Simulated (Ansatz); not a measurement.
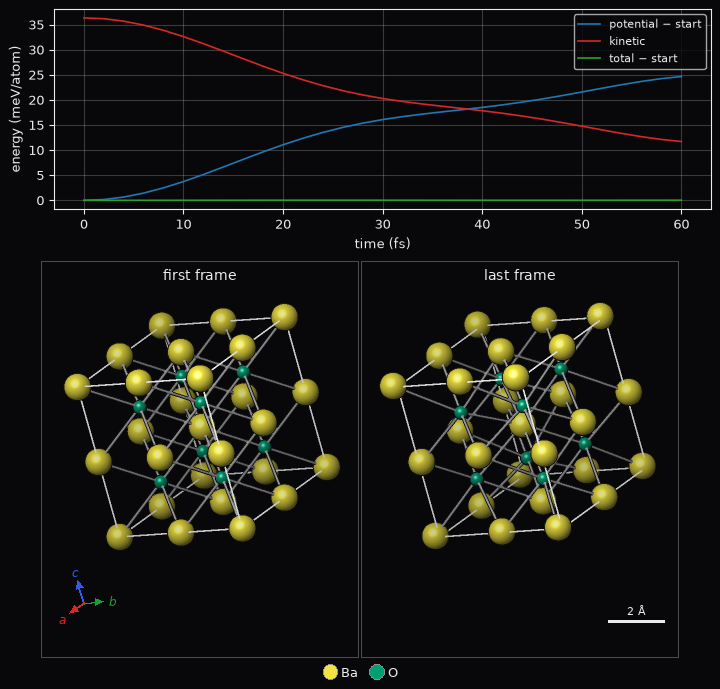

Molecular dynamics of a 16-atom cell of BaO (built on the rocksalt type), 60 fs long. The picture is a ball-and-stick view of the reduced simulation cell, seen slightly off an axis. Bonds to atoms that aren't drawn are left out. Lengths and directions refer to the drawn axes.

Method: Ansatz 0.2.0, DFT, PBEsol, plane waves, PAW. Run with plane-wave cutoff 420 eV; k-point mesh 2 × 2 × 2; Fermi-Dirac smearing 0.026 eV; constant energy (NVE); velocities drawn for 300 K; time step 2 fs.

How well is the energy conserved, and can the run be trusted?

The total energy stays between 0 and 0.03 meV per atom of its start. A straight-line fit has a slope that amounts to +0.016 meV per atom over 60 fs (under 0.1 % of the mean kinetic energy), and the ripple about it is under 0.1 % of the kinetic energy's fluctuation. With a drift under 2 % and a ripple under 7 %, the integration is accurate. The mean temperature in the second half is 133 K (standard deviation 22 K). The potential energy is still drifting at the end, so the run hasn't reached equilibrium. The potential energy in the second half lies on average 20.2 meV per atom above the first frame.
